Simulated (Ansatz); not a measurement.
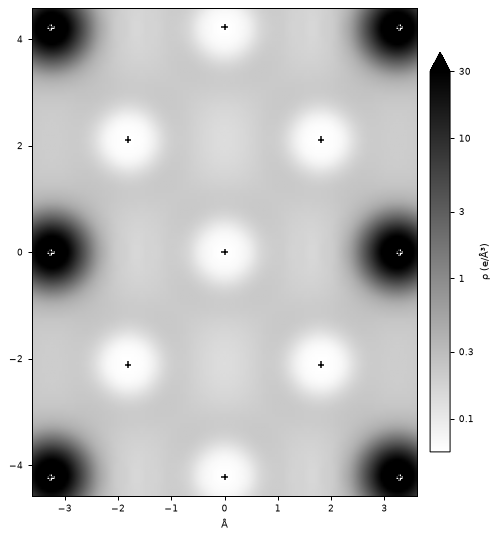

The valence electron density on a plane through atoms (crosses mark nuclei in the plane).

Method: DFT r2SCAN, scalar-relativistic, plane waves, PAW in Ansatz 0.2.0.

Candidates:
A. SnSe, a = 4.35 Å, b = 4.35 Å, c = 10.83 Å, α = 90.00°, β = 90.00°, γ = 90.00°. Space group P4/nmm; a structure from a database of computed crystals, not necessarily the ambient phase; changed on purpose from its base cell (strain +0.015 along x and y, -0.015 along z, atoms carried along).
B. Al$_{3}$Cu, a = 2.99 Å, b = 2.99 Å, c = 6.54 Å, α = 90.00°, β = 90.00°, γ = 90.00°. Space group P4/mmm; a structure from a database of computed crystals, not necessarily the ambient phase; computed without spin polarisation.

### Which candidate gave the map?

Candidate B: Al$_{3}$Cu on the (110) plane of the conventional cell, which holds Al and Cu. Al–Cu (2.57 Å): ρ at the midpoint is about 0.27 e/Å³. Al–Al (2.79 Å): ρ at the midpoint is about 0.21 e/Å³.
